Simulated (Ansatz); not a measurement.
# Run report: Si23C, geometry relaxation (part 1 of 3)

The run: geometry relaxation of Si23C (slab, 24 atoms in the cell). Method and program: DFT PBE, scalar-relativistic, plane waves, PAW, no spin polarisation (Ansatz 0.2.0).

The structure derives from an entry of the Crystallography Open Database. The input holds or restrains some coordinates. Forces given for the steps count only the free coordinates. It belongs to a series of runs on one base structure; here: C in place of Si, atoms relaxed.

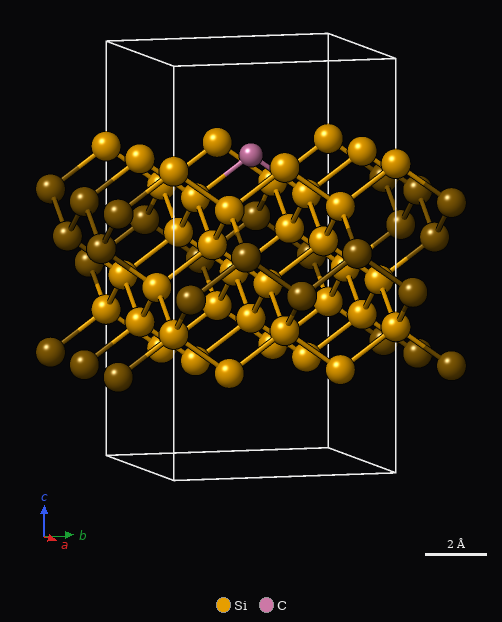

The structure as given in the input (ball-and-stick view of the cell of the calculation, with the vacuum cut short, seen slightly off an axis; neighbours outside the cell are drawn fainter). An atom can appear more than once, as a periodic image. Near neighbours in the periodic cell (some may lie outside the picture): Si has 2 Si at 2.35 Å; Si has 4 Si at 2.35 Å; Si has 1 C at 2.35 Å and 3 Si at 2.35 Å; C has 2 Si at 2.35 Å.

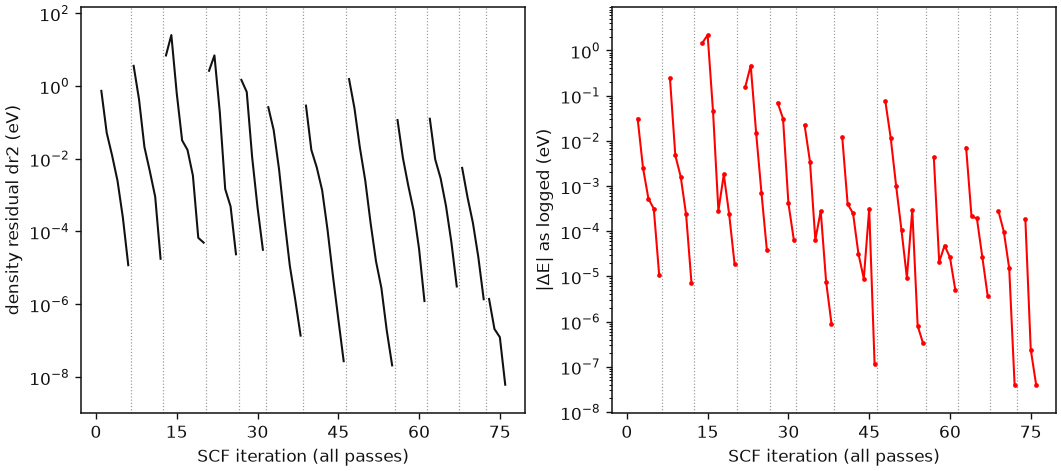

Convergence of the self-consistent field: density residual dr2 and size of the energy change against the SCF iteration. The dotted lines part the SCF passes of the relaxation: geometry steps, rejected trials and re-solves on a re-selected basis. The 12 passes take 4 to 9 iterations each, 76 in all.

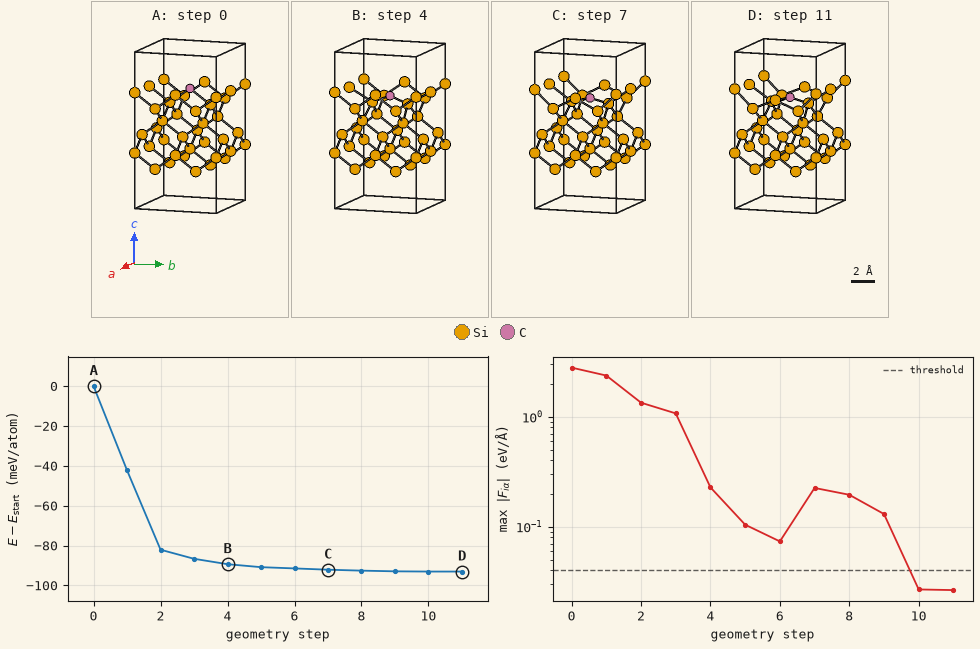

Frames of the restrained relaxation (ball-and-stick view of the cell of the calculation, with the vacuum cut short (origin shifted), seen slightly off an axis) above the curves, on which the letters mark them (the first geometry is step 0 here and step 1 in the log).

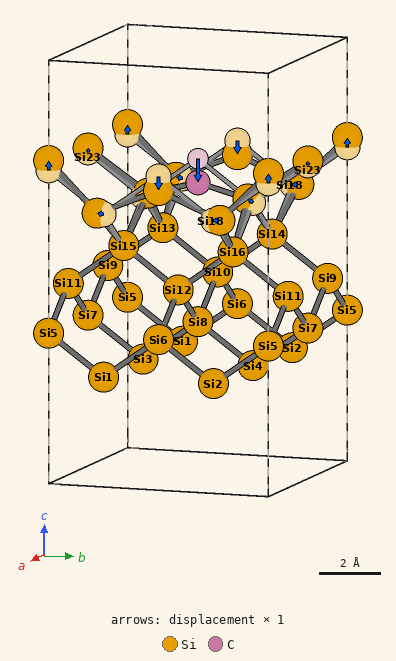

Start (faint) and end (solid) with the displacements as blue arrows, at true length (ball-and-stick view of the cell of the calculation, with the vacuum cut short (origin shifted), seen slightly off an axis). The energy falls by 93.0 meV per atom in 11 geometry steps. The largest force component goes from 2.8 to 0.026 eV/Å. C24 moves most: 0.80 Å. By element the largest moves are C 0.80 Å, Si 0.46 Å. The lattice vectors keep their values. Among the contacts that change: Si19–C24 2.352 → 1.796 Å, Si19–Si23 2.352 → 2.516 Å, Si13–Si19 2.352 → 2.405 Å, Si17–Si22 2.352 → 2.317 Å. New bonds form: Si19–C24 (2.35 → 1.80 Å), Si20–C24 (2.35 → 1.80 Å). Among the angles that change: Si19–C24–Si20 109.5° → 151.3°, Si17–Si22–Si18 109.5° → 135.7°, Si23–Si19–C24 109.5° → 132.2°. (Atoms are counted from 1 in the order of the input.)

The input and output of the run follow.

The input:
```yaml
crystal:
  lattice:
    - [7.680509, 0.0, 0.0]
    - [0.0, 7.680509, 0.0]
    - [0.0, 0.0, 24.7886751213]
  atoms:
    - { symbol: Si, position: [0.0, 0.25, 0.3630690207] }
    - { symbol: Si, position: [0.0, 0.75, 0.3630690207] }
    - { symbol: Si, position: [0.5, 0.25, 0.3630690207] }
    - { symbol: Si, position: [0.5, 0.75, 0.3630690207] }
    - { symbol: Si, position: [0.0, 0.0, 0.4178414104] }
    - { symbol: Si, position: [0.0, 0.5, 0.4178414104] }
    - { symbol: Si, position: [0.5, 0.0, 0.4178414104] }
    - { symbol: Si, position: [0.5, 0.5, 0.4178414104] }
    - { symbol: Si, position: [0.25, 0.0, 0.4726138001] }
    - { symbol: Si, position: [0.25, 0.5, 0.4726138001] }
    - { symbol: Si, position: [0.75, 0.0, 0.4726138001] }
    - { symbol: Si, position: [0.75, 0.5, 0.4726138001] }
    - { symbol: Si, position: [0.25, 0.25, 0.5273861999] }
    - { symbol: Si, position: [0.25, 0.75, 0.5273861999] }
    - { symbol: Si, position: [0.75, 0.25, 0.5273861999] }
    - { symbol: Si, position: [0.75, 0.75, 0.5273861999] }
    - { symbol: Si, position: [0.0, 0.25, 0.5821585896] }
    - { symbol: Si, position: [0.0, 0.75, 0.5821585896] }
    - { symbol: Si, position: [0.5, 0.25, 0.5821585896] }
    - { symbol: Si, position: [0.5, 0.75, 0.5821585896] }
    - { symbol: Si, position: [0.0, 0.0, 0.6369309793] }
    - { symbol: Si, position: [0.0, 0.5, 0.6369309793] }
    - { symbol: Si, position: [0.5, 0.0, 0.6369309793] }
    - { symbol: C, position: [0.5, 0.5, 0.6369309793] }
basis:
  ecutwfc: 420.0
  fft_grid_basis: typed
kpoints:
  mp_grid: { grid: [4, 4, 1] }
hamiltonian:
  xc: pbe
  pseudopotentials: { kind: paw }
scf:
  occupations: { method: gaussian, width: 0.1 }
output:
  forces: true
  eigenvalues: true
efield:
  axis: 3
  dipole_correction: true
  ramp_width: 0.04
relax:
  adjacent_minimum: "off"
  f_tol: 0.04
  max_steps: 40
  constraints: [{ sites: [0, 1, 2, 3, 4, 5, 6, 7, 8, 9, 10, 11] }]
```

Launched with:
```bash
ansatz run input.yaml --threads 4 --pin off --max-ram 8847MiB --backend cpu --events-out ev --progress --plain --runs-dir out
```

Output:
```
Engine: ansatz 0.2.0, aarch64-unknown-linux-gnu
Pseudopotentials: kind: paw
Pseudopotential: Si, paw, valence charge 4, recommended cutoff 420 eV (normal), Si.paw.azcp
Pseudopotential: C, paw, valence charge 4, recommended cutoff 420 eV (normal), C.paw.azcp
Functional definition: PBE
  parameter kappa = 0.804
  parameter beta = 0.06672455060314922
  exchange = pbe_x(kappa = kappa, mu = beta*pi^2/3)
  correlation = pbe_c(beta = beta)
Crystal: 24 atoms, lattice volume = 1462.289 Å³
Basis set: ecut = 420 eV, 28607 PW (Γ), exchange–correlation on 108×108×360 points (8 copies of the dense FFT grid, shifted against one another)
Bands: 72, of which v1, the nominal top of the filled ones, is band 48 counted from 1 (47 counted from 0)
Symmetry: 4 space group operations
Space group: Pmm2 (ITA 25), of the structure as read, at distance tolerance 1.1e-4 Å
k-points: 9 of 16
Non-local potential: Si, projectors of the file, l = 0: 2, l = 1: 2, l = 2: 2
Non-local potential: C, projectors of the file, l = 0: 2, l = 1: 2, l = 2: 1
PAW form: soft (Blöchl's): semilocal exchange-correlation on the pseudo side does not see the compensation charge
PAW one-centre angular grid: Si, 110 points (default); XC on 64 Gauss nodes
PAW one-centre angular grid: C, 110 points (default); XC on 64 Gauss nodes
Initial density: superposition of atomic densities (neutral atoms: chi_scale 0, normalization atom), corrected by the library's trained network
Initial wavefunctions: pseudopotential atomic-orbital guess
Functional: x = pbe(κ = 0.804, μ = 0.2195149727645171), c = pbe(β = 0.06672455060314922)
SCF iter   1: F=—  HF=-14855.233288 eV  |F-HF|=—  |Δ(HF+E_count)|=         —  Δρ=2.27e-3  dr2=7.29e-1  ethr=1.77e-3  p=-0.126 e·Å  D=-1.56e-2 V/Å  ΔV_dip=0.39 eV  dr2_dipole=2.76e-1  V_vac-E_F(+/−)=5.72/5.33 eV  ⟨swp⟩=8.4  Hψ=3761  notcnv=0  defer=23
efield: sawtooth ramp at fractional position 0.9800 (placed from the atoms, in the widest stretch of the axis that holds none; the zero of the levels goes with the place), width 0.0400; the density the first Hamiltonian is built on has a dipole p = -0.126 e·Å; the dipole correction subtracts the counter field D = -1.56e-2 V/Å, which shifts the + side's vacuum level by +0.39 eV against the − side's; the planar-averaged density in the ramp window peaks in size at 2.1e-6 e/Å³
preconditioner: auto → LDOS  [metal: Δε(μ)=0.029 eV  Ē_g=6.925 eV  σ=0.100 eV  W_gap=0.16  n_scr=128 (ndim 8)  ℏωp=9.5 eV  f_vac=0.561  D(μ)=15.70/eV (n_scr^D=74)  β→1.0]
SCF iter   2: F=—  HF=-14855.202064 eV  |F-HF|=—  |Δ(HF+E_count)|=   3.12e-2  Δρ=7.76e-4  dr2=5.11e-2  ethr=7.59e-4  p=-0.071 e·Å  D=-8.74e-3 V/Å  ΔV_dip=0.22 eV  dr2_dipole=1.95e-3  V_vac-E_F(+/−)=5.59/5.38 eV  ⟨swp⟩=1.0  Hψ=747  notcnv=0  defer=28
SCF iter   3: F=—  HF=-14855.199546 eV  |F-HF|=—  |Δ(HF+E_count)|=   2.52e-3  Δρ=4.06e-4  dr2=1.22e-2  ethr=5.33e-5  p=-0.059 e·Å  D=-7.33e-3 V/Å  ΔV_dip=0.18 eV  dr2_dipole=1.60e-3  V_vac-E_F(+/−)=5.55/5.37 eV  ⟨swp⟩=2.2  Hψ=753  notcnv=0  defer=28
SCF iter   4: F=—  HF=-14855.199018 eV  |F-HF|=—  |Δ(HF+E_count)|=   5.28e-4  Δρ=1.77e-4  dr2=2.48e-3  ethr=1.27e-5  p=-0.055 e·Å  D=-6.79e-3 V/Å  ΔV_dip=0.17 eV  dr2_dipole=1.77e-5  V_vac-E_F(+/−)=5.53/5.36 eV  ⟨swp⟩=2.0  Hψ=837  notcnv=0  defer=28
SCF iter   5: F=—  HF=-14855.198704 eV  |F-HF|=—  |Δ(HF+E_count)|=   3.14e-4  Δρ=4.59e-5  dr2=2.39e-4  ethr=2.58e-6  p=-0.053 e·Å  D=-6.62e-3 V/Å  ΔV_dip=0.16 eV  dr2_dipole=2.54e-5  V_vac-E_F(+/−)=5.52/5.36 eV  ⟨swp⟩=2.1  Hψ=927  notcnv=0  defer=29
SCF iter   6: F=-14855.198687 eV  HF=-14855.198693 eV  |F-HF|=5.89e-6  |Δ(HF+E_count)|=   1.08e-5  Δρ=1.28e-5  dr2=1.18e-5  ethr=4.17e-8  p=-0.053 e·Å  D=-6.59e-3 V/Å  ΔV_dip=0.16 eV  dr2_dipole=6.51e-7  V_vac-E_F(+/−)=5.52/5.35 eV  ⟨swp⟩=16.2  Hψ=4471  notcnv=0
SCF 1 converged in 6 iterations: F = -14855.198687 eV  dr2 = 1.18e-5
  greatest PAW one-centre occupation: 0.731 electrons in one spin orbital (limit 2), on the C atom at site 23 (counted from 0), in its partial waves of l = 0
relax step   1: F+E_penalty+E_count = -14855.19868738 eV  Δ(F+E_penalty+E_count) = +0.000e0 eV  max|allowed force component| = 2.798e0 eV/Å  Δτ_max = 0.0000 Å  (6 SCF iters, dr2 threshold 4.00e-5 eV, accepted)
Initial density: handed on by an earlier stage of this run
Initial wavefunctions: those handed on with the density
SCF iter   1: F=—  HF=-14856.467675 eV  |F-HF|=—  |Δ(HF+E_count)|=         —  Δρ=9.92e-3  dr2=3.55e0  ethr=3.10e-3  p=-0.053 e·Å  D=-6.59e-3 V/Å  ΔV_dip=0.16 eV  dr2_dipole=1.51e-2  V_vac-E_F(+/−)=5.52/5.35 eV  ⟨swp⟩=4.0  Hψ=1597  notcnv=0  defer=125
efield: sawtooth ramp at fractional position 0.9800 (handed on by an earlier solve), width 0.0400; the density the first Hamiltonian is built on has a dipole p = -0.053 e·Å; the dipole correction subtracts the counter field D = -6.59e-3 V/Å, which shifts the + side's vacuum level by +0.16 eV against the − side's; the planar-averaged density in the ramp window peaks in size at 2.6e-8 e/Å³
preconditioner: auto → LDOS  [metal: Δε(μ)=0.029 eV  Ē_g=6.960 eV  σ=0.100 eV  W_gap=0.16  n_scr=128 (ndim 8)  ℏωp=9.5 eV  f_vac=0.563  D(μ)=13.50/eV (n_scr^D=58)  β→1.0]
SCF iter   2: F=—  HF=-14856.218737 eV  |F-HF|=—  |Δ(HF+E_count)|=   2.49e-1  Δρ=3.68e-3  dr2=4.24e-1  ethr=3.10e-3  p=-0.027 e·Å  D=-3.40e-3 V/Å  ΔV_dip=0.08 eV  dr2_dipole=9.74e-3  V_vac-E_F(+/−)=5.44/5.36 eV  ⟨swp⟩=2.0  Hψ=850  notcnv=0  defer=131
SCF iter   3: F=—  HF=-14856.213991 eV  |F-HF|=—  |Δ(HF+E_count)|=   4.75e-3  Δρ=1.08e-3  dr2=2.09e-2  ethr=4.41e-4  p=-0.021 e·Å  D=-2.63e-3 V/Å  ΔV_dip=0.07 eV  dr2_dipole=2.26e-3  V_vac-E_F(+/−)=5.43/5.36 eV  ⟨swp⟩=2.0  Hψ=695  notcnv=0  defer=138
SCF iter   4: F=—  HF=-14856.212385 eV  |F-HF|=—  |Δ(HF+E_count)|=   1.61e-3  Δρ=3.20e-4  dr2=4.56e-3  ethr=2.18e-5  p=-0.020 e·Å  D=-2.48e-3 V/Å  ΔV_dip=0.06 eV  dr2_dipole=6.27e-4  V_vac-E_F(+/−)=5.43/5.37 eV  ⟨swp⟩=2.0  Hψ=1023  notcnv=0  defer=137
SCF iter   5: F=—  HF=-14856.212620 eV  |F-HF|=—  |Δ(HF+E_count)|=   2.35e-4  Δρ=1.60e-4  dr2=8.96e-4  ethr=4.75e-6  p=-0.019 e·Å  D=-2.31e-3 V/Å  ΔV_dip=0.06 eV  dr2_dipole=9.91e-6  V_vac-E_F(+/−)=5.43/5.37 eV  ⟨swp⟩=1.0  Hψ=509  notcnv=0  defer=137
SCF iter   6: F=-14856.212611 eV  HF=-14856.212613 eV  |F-HF|=1.74e-6  |Δ(HF+E_count)|=   7.16e-6  Δρ=2.41e-5  dr2=1.77e-5  ethr=1.04e-7  p=-0.017 e·Å  D=-2.11e-3 V/Å  ΔV_dip=0.05 eV  dr2_dipole=2.52e-9  V_vac-E_F(+/−)=5.42/5.37 eV  ⟨swp⟩=15.6  Hψ=4517  notcnv=0
SCF 2 converged in 6 iterations: F = -14856.212611 eV  dr2 = 1.77e-5
[... from here on the iterations of each SCF are left out, up to the last one ...]
relax step   2: F+E_penalty+E_count = -14856.21261097 eV  Δ(F+E_penalty+E_count) = -1.014e0 eV  max|allowed force component| = 2.370e0 eV/Å  Δτ_max = 0.1948 Å  (6 SCF iters, dr2 threshold 1.00e-4 eV, accepted)
efield: sawtooth ramp at fractional position 0.9800 (handed on by an earlier solve), width 0.0400; the density the first Hamiltonian is built on has a dipole p = -0.017 e·Å; the dipole correction subtracts the counter field D = -2.11e-3 V/Å, which shifts the + side's vacuum level by +0.05 eV against the − side's; the planar-averaged density in the ramp window peaks in size at 5.3e-8 e/Å³
preconditioner: auto → LDOS  [metal: Δε(μ)=0.049 eV  Ē_g=7.020 eV  σ=0.100 eV  W_gap=0.27  n_scr=128 (ndim 8)  ℏωp=9.5 eV  f_vac=0.564  D(μ)=10.38/eV (n_scr^D=36)  β→1.0]
SCF 3 converged in 8 iterations: F = -14857.168163 eV  dr2 = 4.92e-5
relax step   3: F+E_penalty+E_count = -14857.16816280 eV  Δ(F+E_penalty+E_count) = -9.556e-1 eV  max|allowed force component| = 1.342e0 eV/Å  Δτ_max = 0.1950 Å  (8 SCF iters, dr2 threshold 1.00e-4 eV, accepted)
efield: sawtooth ramp at fractional position 0.9800 (handed on by an earlier solve), width 0.0400; the density the first Hamiltonian is built on has a dipole p = 0.041 e·Å; the dipole correction subtracts the counter field D = 5.07e-3 V/Å, which shifts the + side's vacuum level by -0.13 eV against the − side's; the planar-averaged density in the ramp window peaks in size at 4.8e-8 e/Å³
preconditioner: auto → LDOS  [metal: Δε(μ)=0.028 eV  Ē_g=7.044 eV  σ=0.100 eV  W_gap=0.15  n_scr=128 (ndim 8)  ℏωp=9.5 eV  f_vac=0.566  D(μ)=10.25/eV (n_scr^D=36)  β→1.0]
SCF 4 converged in 6 iterations: F = -14857.277532 eV  dr2 = 2.36e-5
relax step   4: F+E_penalty+E_count = -14857.27753179 eV  Δ(F+E_penalty+E_count) = -1.094e-1 eV  max|allowed force component| = 1.073e0 eV/Å  Δτ_max = 0.1947 Å  (6 SCF iters, dr2 threshold 1.00e-4 eV, accepted)
efield: sawtooth ramp at fractional position 0.9800 (handed on by an earlier solve), width 0.0400; the density the first Hamiltonian is built on has a dipole p = 0.079 e·Å; the dipole correction subtracts the counter field D = 9.79e-3 V/Å, which shifts the + side's vacuum level by -0.24 eV against the − side's; the planar-averaged density in the ramp window peaks in size at 6.6e-8 e/Å³
preconditioner: auto → LDOS  [metal: Δε(μ)=0.036 eV  Ē_g=7.020 eV  σ=0.100 eV  W_gap=0.20  n_scr=128 (ndim 8)  ℏωp=9.5 eV  f_vac=0.567  D(μ)=11.63/eV (n_scr^D=48)  β→1.0]
SCF 5 converged in 5 iterations: F = -14857.342481 eV  dr2 = 3.13e-5
relax step   5: F+E_penalty+E_count = -14857.34248140 eV  Δ(F+E_penalty+E_count) = -6.495e-2 eV  max|allowed force component| = 2.276e-1 eV/Å  Δτ_max = 0.0810 Å  (5 SCF iters, dr2 threshold 1.00e-4 eV, accepted)
efield: sawtooth ramp at fractional position 0.9800 (handed on by an earlier solve), width 0.0400; the density the first Hamiltonian is built on has a dipole p = 0.072 e·Å; the dipole correction subtracts the counter field D = 8.89e-3 V/Å, which shifts the + side's vacuum level by -0.22 eV against the − side's; the planar-averaged density in the ramp window peaks in size at 1.3e-7 e/Å³
preconditioner: auto → LDOS  [metal: Δε(μ)=0.075 eV  Ē_g=7.019 eV  σ=0.100 eV  W_gap=0.36  n_scr=128 (ndim 8)  ℏωp=9.5 eV  f_vac=0.565  D(μ)=12.45/eV (n_scr^D=48)  β→1.0]
SCF 6 converged in 7 iterations: F = -14857.378313 eV  dr2 = 1.37e-7
relax step   6: F+E_penalty+E_count = -14857.37831297 eV  Δ(F+E_penalty+E_count) = -3.583e-2 eV  max|allowed force component| = 1.042e-1 eV/Å  Δτ_max = 0.1182 Å  (7 SCF iters, dr2 threshold 3.24e-6 eV, accepted)
efield: sawtooth ramp at fractional position 0.9800 (handed on by an earlier solve), width 0.0400; the density the first Hamiltonian is built on has a dipole p = 0.075 e·Å; the dipole correction subtracts the counter field D = 9.29e-3 V/Å, which shifts the + side's vacuum level by -0.23 eV against the − side's; the planar-averaged density in the ramp window peaks in size at 2.2e-8 e/Å³
preconditioner: auto → LDOS  [metal: Δε(μ)=0.005 eV  Ē_g=7.018 eV  σ=0.100 eV  W_gap=0.03  n_scr=128 (ndim 8)  ℏωp=9.5 eV  f_vac=0.565  D(μ)=12.50/eV (n_scr^D=48)  β→1.0]
SCF 7 converged in 8 iterations: F = -14857.393373 eV  dr2 = 2.72e-8
relax step   7: F+E_penalty+E_count = -14857.39337254 eV  Δ(F+E_penalty+E_count) = -1.506e-2 eV  max|allowed force component| = 7.340e-2 eV/Å  Δτ_max = 0.1060 Å  (8 SCF iters, accepted)
efield: sawtooth ramp at fractional position 0.9800 (handed on by an earlier solve), width 0.0400; the density the first Hamiltonian is built on has a dipole p = 0.083 e·Å; the dipole correction subtracts the counter field D = 1.02e-2 V/Å, which shifts the + side's vacuum level by -0.25 eV against the − side's; the planar-averaged density in the ramp window peaks in size at 2.7e-8 e/Å³
preconditioner: auto → LDOS  [metal: Δε(μ)=0.053 eV  Ē_g=7.010 eV  σ=0.100 eV  W_gap=0.29  n_scr=128 (ndim 8)  ℏωp=9.5 eV  f_vac=0.565  D(μ)=10.30/eV (n_scr^D=36)  β→1.0]
SCF 8 converged in 9 iterations: F = -14857.408827 eV  dr2 = 2.08e-8
relax step   8: F+E_penalty+E_count = -14857.40882737 eV  Δ(F+E_penalty+E_count) = -1.545e-2 eV  max|allowed force component| = 2.250e-1 eV/Å  Δτ_max = 0.1968 Å  (9 SCF iters, accepted)
efield: sawtooth ramp at fractional position 0.9800 (handed on by an earlier solve), width 0.0400; the density the first Hamiltonian is built on has a dipole p = 0.125 e·Å; the dipole correction subtracts the counter field D = 1.54e-2 V/Å, which shifts the + side's vacuum level by -0.38 eV against the − side's; the planar-averaged density in the ramp window peaks in size at 1.3e-8 e/Å³
preconditioner: auto → LDOS  [metal: Δε(μ)=0.012 eV  Ē_g=7.000 eV  σ=0.100 eV  W_gap=0.07  n_scr=128 (ndim 8)  ℏωp=9.5 eV  f_vac=0.565  D(μ)=12.19/eV (n_scr^D=48)  β→1.0]
SCF 9 converged in 6 iterations: F = -14857.420060 eV  dr2 = 1.22e-6
```
